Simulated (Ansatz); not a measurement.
## Phonon calculation of Ni3Ge

System: Ni3Ge (Pm-3m, 4 atoms in the cell).
Method: DFT LDA, scalar-relativistic, plane waves, PAW, no spin polarisation (Ansatz 0.2.0).

The structure derives from a Materials Project entry. It belongs to a series of runs on one base structure; here: zone-centre phonons at 6 GPa.

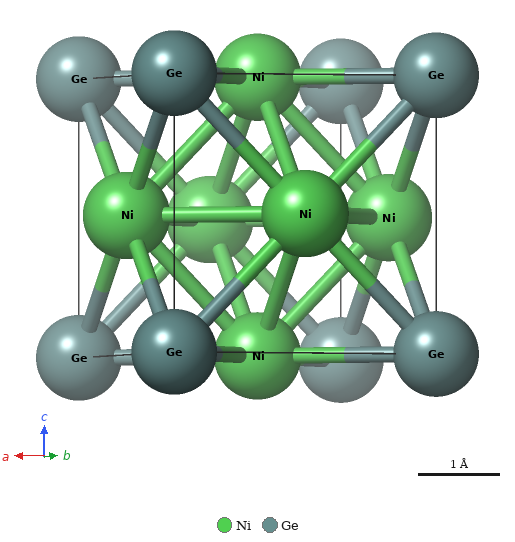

Fig. 1: The structure as given in the input (ball-and-stick view of the cell of the calculation, seen at an oblique angle). An atom can appear more than once, as a periodic image. Near neighbours in the periodic cell (some may lie outside the picture): Ni has 4 Ge at 2.45 Å and 8 Ni at 2.45 Å; Ge has 12 Ni at 2.45 Å.

Input
```yaml
crystal:
  lattice:
    - [3.462782699, 0.0, 0.0]
    - [0.0, 3.462782699, 0.0]
    - [0.0, 0.0, 3.462782699]
  atoms:
    - { symbol: Ni, position: [0.5, 0.0, 0.5] }
    - { symbol: Ni, position: [0.0, 0.5, 0.5] }
    - { symbol: Ni, position: [0.5, 0.5, 0.0] }
    - { symbol: Ge, position: [0.0, 0.0, 0.0] }
basis:
  ecutwfc: 420
kpoints:
  mp_grid: { grid: [12, 12, 12] }
hamiltonian:
  xc: lda
scf:
  occupations: { method: fermi_dirac, width: 0.15 }
output:
  eigenvalues: true
phonons:
  method: dfpt
  eigenvectors: true
```

Hardware: 2 threads of Arm Neoverse V2, 24 GiB of memory available, shared host.

Command:
```bash
ansatz run input.yaml --threads 2 --pin off --max-ram 6144MiB --backend cpu --events-out ev --progress --plain --runs-dir out
```

Output
```
zone centre: on kpoints.mp_grid the ground state, and the responses unless they are solved on pairs of k-points, stand on 343 of the mesh's 1728 k-points, reduced under 8 symmetry operations, with k and −k counted as one. Each operation leaves every solved displacement unchanged or reverses it
Engine: ansatz 0.2.0, aarch64-unknown-linux-gnu
Pseudopotentials: kind: paw
Pseudopotential: Ni, paw, valence charge 18, recommended cutoff 420 eV (normal), Ni.paw.azcp
Pseudopotential: Ge, paw, valence charge 14, recommended cutoff 420 eV (normal), Ge.paw.azcp
Functional definition: SPW92
  exchange = slater_x
  correlation = pw_c
Crystal: 4 atoms, lattice volume = 41.522 Å³
Basis set: ecut = 420 eV, 799 PW (Γ), exchange–correlation on 48×48×48 points (8 copies of the dense FFT grid, shifted against one another)
Bands: 41, of which v1, the nominal top of the filled ones, is band 34 counted from 1 (33 counted from 0)
Symmetry: 48 space group operations
k-points: 343 of 1728 (irreducible under 8 space group operations)
Non-local potential: Ni, projectors of the file, l = 0: 3, l = 1: 2, l = 2: 3, l = 3: 1
Non-local potential: Ge, projectors of the file, l = 0: 2, l = 1: 2, l = 2: 3, l = 3: 1
PAW form: soft (Blöchl's): semilocal exchange-correlation on the pseudo side does not see the compensation charge
PAW frozen core: Ni, regenerated for the run's functional, and the local potential with it (the file was generated under x = pbe(κ = 0.804, μ = 0.2195149727645171), c = pbe(β = 0.06672455060314922))
PAW frozen core: Ge, regenerated for the run's functional, and the local potential with it (the file was generated under x = pbe(κ = 0.804, μ = 0.2195149727645171), c = pbe(β = 0.06672455060314922))
PAW one-centre angular grid: Ni, 590 points (default); XC on 64 Gauss nodes
PAW one-centre angular grid: Ge, 590 points (default); XC on 64 Gauss nodes
Initial density: superposition of atomic densities (neutral atoms: chi_scale 0, normalization atom), corrected by the library's trained network
Initial wavefunctions: pseudopotential atomic-orbital guess
Functional: x = slater, c = lda
SCF iter   1: F=—  HF=-21537.348425 eV  |F-HF|=—  |Δ(HF+E_count)|=         —  Δρ=2.06e-2  dr2=7.56e-2  ethr=1.77e-3  ⟨swp⟩=5.3  Hψ=44695  notcnv=0  defer=47
preconditioner: auto → Kerker (q_TF=auto, 2.962 Å⁻¹)  [metal: Δε(μ)=0.073 eV  Ē_g=13.741 eV  σ=0.150 eV  W_gap=0.12  n_scr=18 (ndim 8)  ℏωp=38.2 eV  f_vac=0.000  D(μ)=1.93/eV (n_scr^D=18)]
SCF iter   2: F=—  HF=-21537.332250 eV  |F-HF|=—  |Δ(HF+E_count)|=   1.62e-2  Δρ=5.05e-3  dr2=4.01e-3  ethr=1.11e-4  ⟨swp⟩=2.1  Hψ=27059  notcnv=0  defer=113
SCF iter   3: F=—  HF=-21537.331484 eV  |F-HF|=—  |Δ(HF+E_count)|=   7.66e-4  Δρ=1.79e-3  dr2=5.49e-4  ethr=5.90e-6  ⟨swp⟩=1.7  Hψ=15820  notcnv=0  defer=116
SCF iter   4: F=—  HF=-21537.331300 eV  |F-HF|=—  |Δ(HF+E_count)|=   1.84e-4  Δρ=3.93e-4  dr2=5.85e-5  ethr=8.07e-7  ⟨swp⟩=2.4  Hψ=18654  notcnv=0  defer=116
SCF iter   5: F=—  HF=-21537.331274 eV  |F-HF|=—  |Δ(HF+E_count)|=   2.60e-5  Δρ=2.65e-4  dr2=3.04e-5  ethr=8.61e-8  ⟨swp⟩=2.0  Hψ=16799  notcnv=0  defer=116
SCF iter   6: F=—  HF=-21537.331270 eV  |F-HF|=—  |Δ(HF+E_count)|=   4.43e-6  Δρ=4.12e-5  dr2=9.76e-7  ethr=4.48e-8  ⟨swp⟩=1.4  Hψ=14356  notcnv=0  defer=116
SCF iter   7: F=—  HF=-21537.331272 eV  |F-HF|=—  |Δ(HF+E_count)|=   2.34e-6  Δρ=1.61e-5  dr2=1.32e-7  ethr=1.44e-9  ⟨swp⟩=2.0  Hψ=21119  notcnv=0  defer=116
SCF iter   8: F=—  HF=-21537.331272 eV  |F-HF|=—  |Δ(HF+E_count)|=   4.15e-8  Δρ=4.68e-6  dr2=1.23e-8  ethr=1.94e-10  ⟨swp⟩=2.0  Hψ=17143  notcnv=0  defer=116
SCF iter   9: F=—  HF=-21537.331272 eV  |F-HF|=—  |Δ(HF+E_count)|=   3.97e-9  Δρ=1.04e-6  dr2=4.00e-10  ethr=1.81e-11  ⟨swp⟩=2.1  Hψ=21987  notcnv=0  defer=116
SCF iter  10: F=—  HF=-21537.331272 eV  |F-HF|=—  |Δ(HF+E_count)|=  1.09e-10  Δρ=3.38e-7  dr2=3.12e-11  ethr=1.00e-12  ⟨swp⟩=1.9  Hψ=19570  notcnv=0  defer=116
SCF iter  11: F=-21537.331272 eV  HF=-21537.331272 eV  |F-HF|=1.09e-11  |Δ(HF+E_count)|=  1.46e-11  Δρ=1.32e-7  dr2=4.89e-12  ethr=1.00e-12  ⟨swp⟩=7.2  Hψ=66557  notcnv=0
SCF 1 converged in 11 iterations: F = -21537.331272 eV  dr2 = 4.89e-12
  greatest PAW one-centre occupation: 1.002 electrons in one spin orbital (limit 2), on the Ni atom at site 2 (counted from 0), in its partial waves of l = 1
```

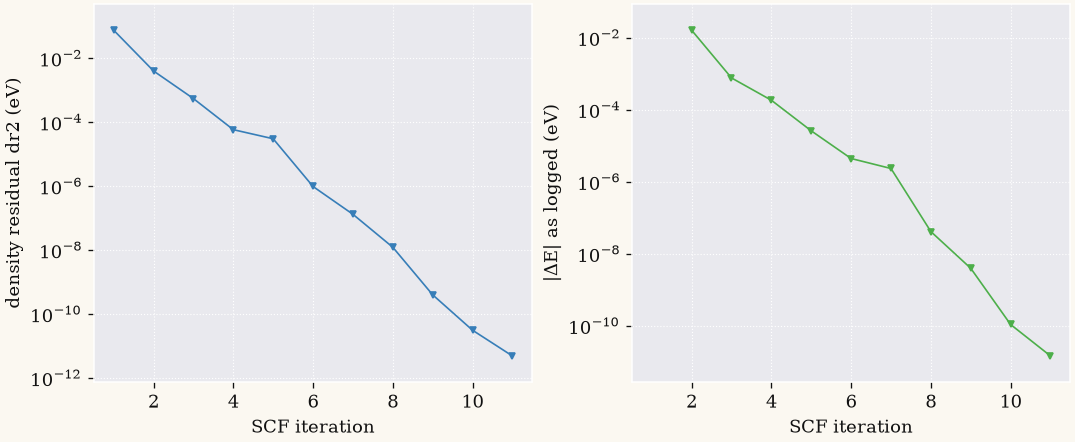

Fig. 2: Convergence of the self-consistent field: density residual dr2 and size of the energy change against the SCF iteration. The residual falls at every step.

```
DFPT response loops at Γ: preconditioner auto → Kerker (q_TF=auto, 2.962 Å⁻¹) (partly filled bands, converged f_vac=0.000); β = 1.00, the filter's whole step (`scf.mixing.beta` (0.50) is not read by the response loops under this deck's `scf.mixing.preconditioner`; to damp them name `kerker` or `kerker_dos`, under which they read `scf.mixing.beta`, and type it under 1.00, their step now; both keys bind the ground state too); Broyden in place of MSR1
SCF converged after 11 iterations
Free energy (F): -21537.331272 eV
Harris-Foulkes:  -21537.331272 eV  (|F-HF|=1.09e-11)
Internal energy: -21537.176990 eV  (E = F + TS)
E sigma→0 (E₀):  -21537.254131 eV
Entropy (-TS):   -0.154282 eV (-38.571 meV/atom)
Fermi energy:    19.769066 eV
--- Per-component energies (eV) ---
  E_band       = -766.465902
  E_kinetic    = 976.065853
  E_local      = -11844.943335  (includes V_loc(G=0)·N_el)
  E_nonlocal   = 2344.520769
  E_hartree    = 5032.361262
  E_xc         = -334.865064
  E_vxc        = -401.464029  (∫ρ·V_xc dr)
  E_paw        = -6637.294458  (= ΣΔE_a)
  E_vpaw       = -1905.368979  (= ΣTr[D̂ρ^β])
  E_aug_tail   = 0.001554  (compensation charges beyond the density's cutoff)
  E_ewald      = -11076.234259
  E_core_change = 3.210688  (= ΣΔE_core)
  E_smearing   = -0.154282  (= −TS)
  E_closure    = 0.000000  (closes the sum)
  Σ components = -21537.331272   (vs F -21537.331272, Δ=0.00e0)
--- Band table (eV; the first three rows and the last of 343) ---
  k-point 0: bands = ["-82.7485", "-82.7039", "-82.7039", "-43.6689", "-43.6689", "-43.6689", "-43.5984", "-43.5984", "-43.5984", "-43.4221", "-43.4221", "-43.4221", "-5.1077", "-5.1077", "-5.0894", "-5.0894", "-5.0894", "6.6067", "14.3877", "15.5249", "15.5249", "15.9388", "15.9388", "15.9388", "18.0731", "18.0731", "18.0731", "18.6130", "18.6130", "18.6130", "19.0344", "19.0344", "19.3668", "19.6954", "19.6954", "19.6954", "24.0648", "26.9303", "26.9303", "30.5642", "30.5642"]
  k-point 1: bands = ["-82.7478", "-82.7046", "-82.7039", "-43.6674", "-43.6674", "-43.6668", "-43.5989", "-43.5989", "-43.5986", "-43.4246", "-43.4232", "-43.4232", "-5.1073", "-5.1055", "-5.0894", "-5.0894", "-5.0893", "6.6899", "14.4044", "15.3813", "15.5833", "15.9277", "15.9277", "15.9595", "17.8271", "17.8271", "18.0482", "18.3262", "18.7837", "18.7837", "19.0343", "19.0418", "19.3295", "19.6955", "19.8529", "19.8529", "24.3120", "26.9222", "27.2166", "30.3226", "30.3925"]
  k-point 2: bands = ["-82.7458", "-82.7065", "-82.7039", "-43.6629", "-43.6629", "-43.6606", "-43.6004", "-43.6004", "-43.5990", "-43.4318", "-43.4262", "-43.4262", "-5.1061", "-5.0994", "-5.0892", "-5.0892", "-5.0890", "6.9354", "14.3102", "15.0527", "15.7522", "15.8878", "15.8878", "16.0188", "17.5153", "17.5153", "17.8859", "17.9776", "18.8255", "18.8255", "18.9574", "19.0286", "19.2240", "19.6958", "20.3838", "20.3838", "24.6721", "26.8984", "28.0669", "29.7113", "29.7113"]
  k-point 342: bands = ["-82.7185", "-82.7185", "-82.7185", "-43.6949", "-43.6949", "-43.6949", "-43.6231", "-43.5345", "-43.5345", "-43.5345", "-43.3869", "-43.3869", "-5.1053", "-5.1053", "-5.1053", "-5.0588", "-5.0588", "10.2813", "15.2263", "15.2263", "15.2263", "15.6208", "15.6208", "15.6208", "17.2729", "17.2729", "17.2729", "18.2086", "18.2086", "18.2086", "18.3958", "18.3958", "19.0187", "19.4471", "19.4471", "19.4471", "20.5430", "24.1638", "24.1638", "24.1638", "37.7025"]
--- Phonons (Γ-DFPT): 3 representative perturbations + reference, on 343 of 1728 k-points (Σ response iterations 11) ---
  k mesh reduced under 8 symmetry operations, with k and −k counted as one. Each operation leaves every solved displacement unchanged or reverses it
  ASR residual: 6.722e-4 → 0.000e0 eV/Å²; symmetrization residual: 2.633e-6 eV/Å²
  ASR residual per site (eV/Å²): 6.72e-4 6.72e-4 6.72e-4 1.64e-6
  Γ frequencies (cm⁻¹): 0.00 0.00 0.00 185.47 185.47 185.47 210.59 210.59 210.59 321.94 321.94 321.94
  non-analytic LO–TO correction: not included (Born effective charges unavailable; polar crystals: no LO–TO splitting at Γ)
```

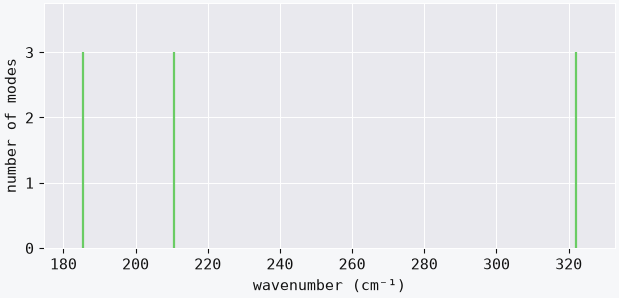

Fig. 3: Optical phonons at the zone centre (no LO–TO term); neighbouring modes closer than 3 cm⁻¹ are counted in one stick. 9 modes from 185 to 322 cm⁻¹, none imaginary.

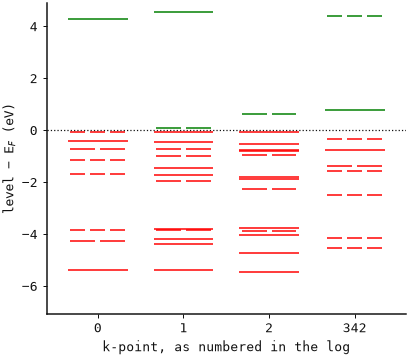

Fig. 4: Kohn–Sham levels near the Fermi level (dotted) at the few k-points that the log prints; levels within 0.02 eV of each other stand side by side. The system is metallic on the full mesh.

Results in brief

- outcome: converged
- space group (tolerance 0.01 Å): Pm-3m (221)
- electrons treated: 68
- free energy: −21537.3313 eV
- Fermi energy: 19.769 eV
- gap on the k-point mesh: none (metallic)
- wall time: 2.1 min (CPU time 4.2 min)
- peak memory: 2.1 GiB

Results for this metal are sensitive to the k-point mesh. The run has no spin polarisation, so a magnetic state may lie lower.
